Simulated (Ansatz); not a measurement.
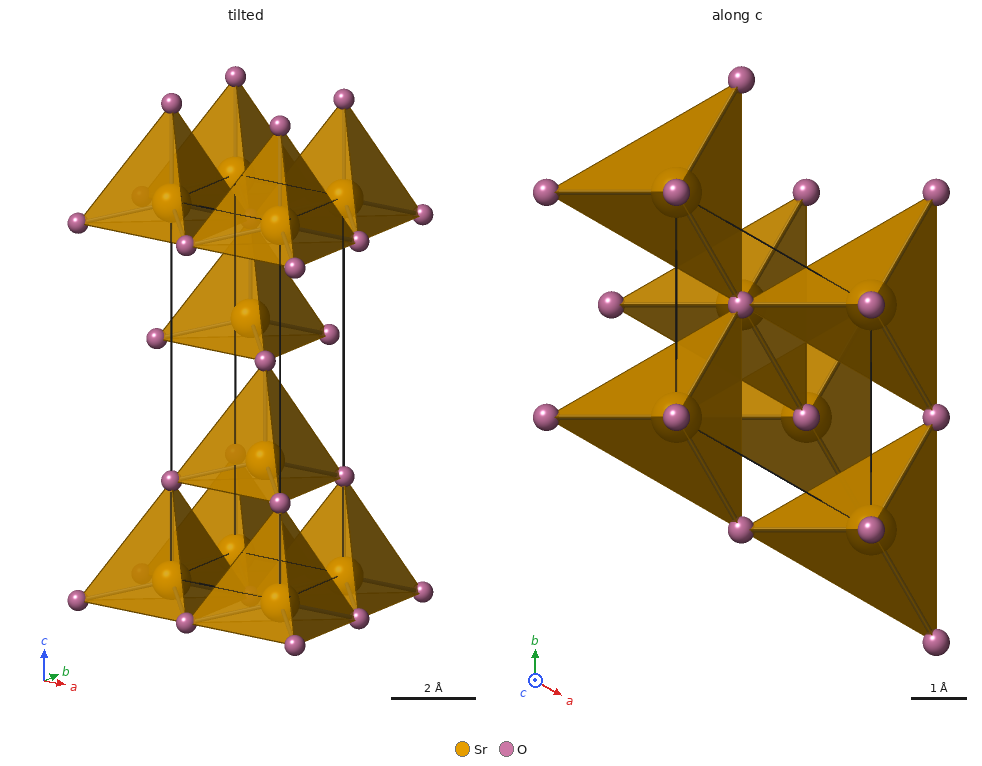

This polyhedral model is shown slightly off an axis and along the c axis. Lines trace the edges of the conventional unit cell. Some neighbours outside the box are added.

SrO, space group R3m (No. 160), a = 4.161 Å, b = 4.161 Å, c = 9.135 Å, α = 90.00°, β = 90.00°, γ = 120.00°. The structure comes from a structure type filled with these elements by a generator (whether the compound takes this form wasn't checked). The cell was then strained or its atoms displaced on purpose. An electronic-structure calculation with Ansatz was run on it.

This one geometry was computed with Ansatz (DFT, plane waves, PAW) at three levels of theory: HSE06, PBE and r2SCAN. It was relaxed with r2SCAN and then strained.

Question: How does the band gap change with the level of theory?

Answer: PBE: a gap of 2.37 eV, indirect; r2SCAN: a gap of 2.75 eV, indirect; HSE06: a gap of 3.68 eV, indirect.

Question: Collect the results in a table.

Answer:
| level | cutoff (eV) | k-mesh of the run's cell | gap (eV) | pressure (GPa) |
| --- | --- | --- | --- | --- |
| HSE06 | 420 | 6×6×6 | 3.68 | -3.5 |
| PBE | 420 | 8×8×8 | 2.37 | -2.2 |
| r2SCAN | 500 | 8×8×8 | 2.75 | -3.3 |

Gaps are taken on the k-mesh or band path of each run.
